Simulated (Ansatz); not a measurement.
Run report: Ni13Si7, single-point calculation (part 2 of 2)

The same run, continued: Ni13Si7 (slab, 20 atoms in the cell); DFT PBEsol, scalar-relativistic, plane waves, PAW, no spin polarisation (Ansatz 0.2.0); cutoff 420 eV, 9×9×1 k-mesh, Gaussian smearing of 0.1 eV. The structure derives from an entry of the Crystallography Open Database. It belongs to a series of runs on one base structure; here: (0 0 1) slab cut from the bulk.

Geometry of the input (Å; fractional positions):
```
3.8685  0.0000  0.0000
-1.9342  3.3502  0.0000
0.0000  0.0000  29.7510
Si 0.6667  0.3333  0.2521
Ni 0.3333  0.6667  0.2521
Ni 0.0000  0.0000  0.2934
Si 0.3333  0.6667  0.3347
Ni 0.6667  0.3333  0.3347
Ni 0.0000  0.0000  0.3760
Si 0.6667  0.3333  0.4174
Ni 0.3333  0.6667  0.4174
Ni 0.0000  0.0000  0.4587
Si 0.3333  0.6667  0.5000
Ni 0.6667  0.3333  0.5000
Ni 0.0000  0.0000  0.5413
Si 0.6667  0.3333  0.5826
Ni 0.3333  0.6667  0.5826
Ni 0.0000  0.0000  0.6240
Si 0.3333  0.6667  0.6653
Ni 0.6667  0.3333  0.6653
Ni 0.0000  0.0000  0.7066
Si 0.6667  0.3333  0.7479
Ni 0.3333  0.6667  0.7479
```

### Output, continued
```
  k-point 0: bands = ["-95.7498", "-95.7498", "-95.6995", "-95.6995", "-95.6776", "-95.4382", "-95.4382", "-95.3977", "-95.3977", "-95.3877", "-95.3874", "-95.3741", "-95.3678", "-56.3538", "-56.3538", "-56.3538", "-56.3538", "-56.3124", "-56.3124", "-56.3122", "-56.3122", "-56.2970", "-56.2970", "-56.2415", "-56.2415", "-56.1798", "-56.1797", "-56.1463", "-56.0740", "-56.0740", "-56.0740", "-56.0740", "-56.0081", "-56.0052", "-55.9857", "-55.9857", "-55.9857", "-55.9857", "-55.9651", "-55.9501", "-55.9501", "-55.9501", "-55.9501", "-55.9360", "-55.9360", "-55.9334", "-55.9323", "-55.9323", "-55.8972", "-55.8627", "-55.7456", "-55.7456", "-5.1197", "-4.7298", "-4.1017", "-3.2820", "-2.3241", "-1.3265", "-0.7283", "1.5087", "2.3415", "2.3986", "2.3986", "2.4959", "2.4959", "2.6691", "2.6691", "2.9064", "2.9064", "3.0208", "3.1939", "3.1939", "3.4726", "3.5527", "3.5527", "3.6596", "3.6621", "3.7392", "3.7392", "4.0165", "4.0165", "4.1738", "4.1738", "4.2448", "4.2448", "4.2654", "4.2654", "4.3154", "4.3154", "4.3161", "4.3161", "5.4674", "5.5074", "5.5752", "5.5752", "5.6884", "5.7336", "5.7336", "5.8369", "5.9179", "5.9592", "5.9592", "6.0932", "6.1602", "6.1602", "6.1940", "6.1940", "6.1941", "6.1941", "6.2248", "6.2248", "6.2286", "6.2286", "6.2690", "6.2690", "6.2938", "6.2997", "6.2997", "6.4838", "6.4838", "6.7154", "6.7154", "6.9035", "6.9035", "7.5060", "7.5701", "8.5597", "9.5810", "10.0507", "10.2853", "10.4361", "10.4428", "10.4482", "10.4482", "10.5090", "10.5090", "10.5974", "10.5974", "10.7590", "10.7590", "10.7625", "10.8224", "10.8224", "10.9248", "11.0015", "11.0015", "11.2722", "11.2722", "11.4693", "11.4693", "11.5635", "11.5635", "11.7974", "11.7974", "11.8505", "12.0116", "12.3263", "12.3263"]
  k-point 1: bands = ["-95.7497", "-95.7497", "-95.6994", "-95.6994", "-95.6776", "-95.4381", "-95.4381", "-95.3978", "-95.3978", "-95.3877", "-95.3874", "-95.3741", "-95.3678", "-56.3539", "-56.3539", "-56.3539", "-56.3539", "-56.3126", "-56.3125", "-56.3124", "-56.3124", "-56.2972", "-56.2971", "-56.2418", "-56.2418", "-56.1801", "-56.1801", "-56.1466", "-56.0742", "-56.0742", "-56.0742", "-56.0742", "-56.0073", "-56.0044", "-55.9864", "-55.9864", "-55.9854", "-55.9854", "-55.9646", "-55.9500", "-55.9500", "-55.9500", "-55.9499", "-55.9361", "-55.9358", "-55.9335", "-55.9323", "-55.9313", "-55.8971", "-55.8628", "-55.7454", "-55.7454", "-4.9585", "-4.5711", "-3.9478", "-3.1363", "-2.1926", "-1.2217", "-0.6801", "1.5269", "2.0836", "2.3545", "2.4211", "2.4814", "2.5749", "2.7129", "2.7139", "2.7427", "2.9742", "2.9744", "3.1365", "3.2566", "3.4010", "3.4418", "3.4855", "3.6096", "3.6100", "3.7975", "3.9801", "4.0651", "4.0928", "4.1377", "4.2110", "4.2128", "4.2178", "4.2657", "4.2729", "4.3094", "4.3184", "4.3423", "4.3429", "5.4376", "5.4786", "5.5280", "5.5808", "5.6322", "5.6773", "5.7189", "5.7792", "5.8784", "5.8796", "5.8813", "6.0329", "6.0369", "6.0765", "6.0877", "6.0891", "6.1199", "6.1209", "6.2128", "6.2131", "6.2293", "6.2393", "6.2555", "6.2751", "6.2918", "6.3117", "6.3758", "6.4210", "6.4847", "6.6275", "6.6998", "6.8294", "6.8835", "7.4931", "7.5937", "8.5678", "8.7330", "8.9272", "9.0919", "9.1282", "9.3518", "9.4400", "9.6575", "9.7624", "9.9565", "10.2174", "10.2708", "10.3623", "10.5071", "10.8047", "10.8185", "10.8774", "11.1621", "11.2944", "11.3719", "11.4706", "11.5260", "11.8480", "12.0591", "12.1447", "12.2019", "12.2497", "12.2897", "12.4529", "12.5181", "12.6713", "13.2388"]
  k-point 2: bands = ["-95.7497", "-95.7497", "-95.6994", "-95.6994", "-95.6775", "-95.4379", "-95.4379", "-95.3981", "-95.3981", "-95.3878", "-95.3875", "-95.3742", "-95.3678", "-56.3543", "-56.3543", "-56.3543", "-56.3543", "-56.3131", "-56.3130", "-56.3127", "-56.3127", "-56.2975", "-56.2973", "-56.2426", "-56.2426", "-56.1810", "-56.1810", "-56.1476", "-56.0749", "-56.0749", "-56.0746", "-56.0746", "-56.0052", "-56.0025", "-55.9881", "-55.9879", "-55.9845", "-55.9845", "-55.9634", "-55.9499", "-55.9499", "-55.9497", "-55.9496", "-55.9363", "-55.9354", "-55.9329", "-55.9322", "-55.9295", "-55.8970", "-55.8631", "-55.7450", "-55.7450", "-4.4842", "-4.1050", "-3.4975", "-2.7140", "-1.8214", "-0.9496", "-0.5978", "1.4205", "1.6257", "1.9997", "2.0118", "2.3560", "2.4044", "2.7217", "2.8025", "2.8487", "2.9531", "3.0617", "3.1675", "3.2357", "3.4064", "3.4337", "3.4502", "3.5138", "3.7691", "3.9523", "3.9634", "4.1034", "4.1266", "4.1768", "4.2053", "4.2802", "4.3043", "4.3150", "4.3174", "4.4154", "4.4282", "4.4347", "4.4452", "5.3284", "5.3418", "5.4041", "5.4691", "5.4895", "5.5334", "5.5813", "5.6188", "5.6977", "5.7270", "5.7735", "5.7904", "5.7992", "5.8025", "5.9175", "5.9889", "6.0164", "6.0275", "6.1131", "6.1205", "6.1975", "6.2002", "6.2085", "6.2661", "6.2741", "6.2983", "6.3599", "6.3815", "6.4193", "6.4890", "6.6230", "6.6516", "6.8268", "7.3318", "7.4196", "7.5408", "7.5986", "7.8272", "7.8935", "8.0802", "8.2246", "8.5234", "8.5239", "8.7459", "9.4065", "9.4857", "9.8508", "10.0892", "10.1518", "10.4981", "10.5831", "10.7270", "10.8738", "10.9975", "11.0829", "11.3815", "11.4746", "12.1855", "12.4915", "12.6616", "12.7477", "13.1360", "13.3488", "13.6617", "13.8465", "13.9290", "13.9904"]
  k-point 11: bands = ["-95.7495", "-95.7495", "-95.6992", "-95.6992", "-95.6773", "-95.4374", "-95.4374", "-95.3987", "-95.3987", "-95.3880", "-95.3877", "-95.3744", "-95.3679", "-56.3562", "-56.3562", "-56.3542", "-56.3542", "-56.3149", "-56.3148", "-56.3129", "-56.3126", "-56.2998", "-56.2975", "-56.2443", "-56.2443", "-56.1830", "-56.1828", "-56.1500", "-56.0780", "-56.0780", "-56.0742", "-56.0742", "-55.9990", "-55.9963", "-55.9933", "-55.9933", "-55.9825", "-55.9825", "-55.9602", "-55.9505", "-55.9503", "-55.9483", "-55.9482", "-55.9385", "-55.9322", "-55.9311", "-55.9306", "-55.9272", "-55.8969", "-55.8638", "-55.7440", "-55.7440", "-1.8155", "-1.8031", "-1.6095", "-1.5446", "-1.4030", "-0.6560", "-0.6105", "0.4256", "0.7941", "0.9906", "1.1015", "1.3691", "1.5831", "1.7508", "2.0572", "2.1872", "2.4474", "2.6633", "2.7066", "3.1485", "3.3830", "3.4803", "3.5569", "3.9056", "3.9086", "4.3233", "4.3328", "4.3714", "4.4157", "4.4214", "4.4273", "4.4866", "4.6820", "4.6849", "4.7019", "4.7053", "4.7156", "4.8205", "4.8219", "5.0202", "5.0245", "5.0699", "5.0857", "5.0945", "5.1258", "5.2200", "5.2246", "5.2272", "5.3048", "5.3239", "5.4179", "5.4951", "5.5619", "5.5715", "5.5796", "5.7102", "5.7365", "5.8113", "5.8374", "5.9393", "5.9486", "5.9537", "5.9719", "6.0137", "6.0381", "6.0850", "6.1068", "6.1570", "6.1836", "6.1862", "6.3460", "6.3472", "6.3537", "6.3764", "6.4147", "6.4198", "6.5883", "6.8294", "7.0185", "7.2671", "7.2966", "7.4723", "7.6656", "7.7042", "8.2179", "8.4172", "8.4394", "8.7375", "9.9216", "10.1968", "11.1888", "11.6005", "12.3774", "12.5247", "13.0790", "13.2687", "13.9644", "14.1598", "14.3730", "14.7017", "14.7039", "14.9403", "14.9632", "15.0692", "15.0920", "15.1363"]
```

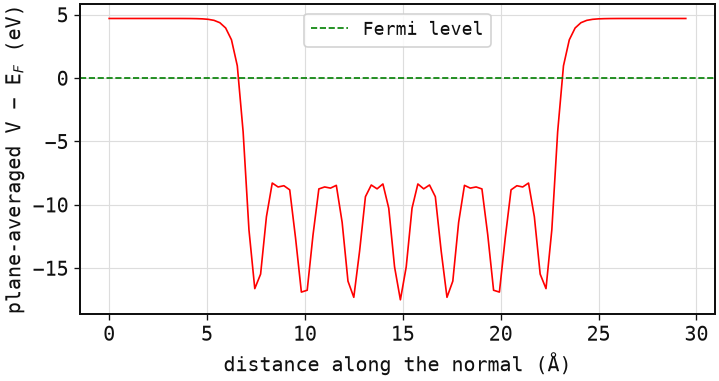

*Plane average of the electrostatic potential energy of an electron across the cell, from the Fermi level.*

The vacuum level lies 4.71 eV above the Fermi level.

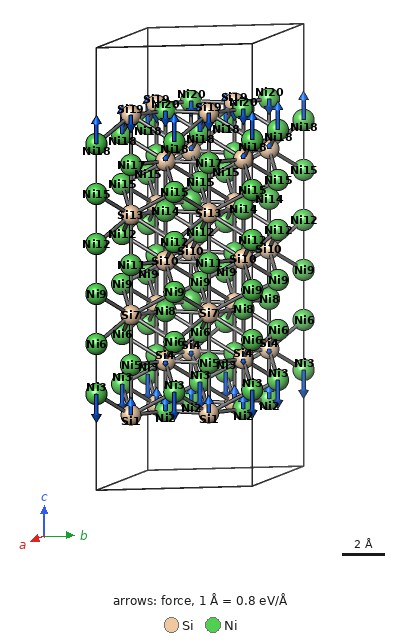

*Forces on the atoms as blue arrows (ball-and-stick view of the 2 × 2 repeat of the cell, with the vacuum cut short, seen slightly off an axis; atoms are numbered from 1 in the order of the input); the smallest are left out.*

The largest act on Ni3, Ni18 (1.16 eV/Å); Si1, Si19 (0.73 eV/Å); Ni2, Ni20 (0.65 eV/Å). The geometry is not a stationary point of this energy.

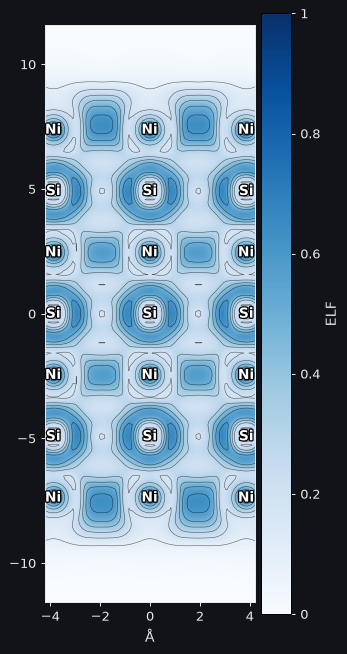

*ELF on the (100) plane of the calculation cell, a cut from vacuum to vacuum.*

The section cuts through Ni and Si sites. Si–Ni (2.46 Å): the ELF is about 0.45 at the midpoint. The strong features right at Ni lie inside the PAW spheres (semicore, d or f shells) and say nothing about bonding. In a PAW calculation such maps are meaningful between the atoms, not at the nuclei.
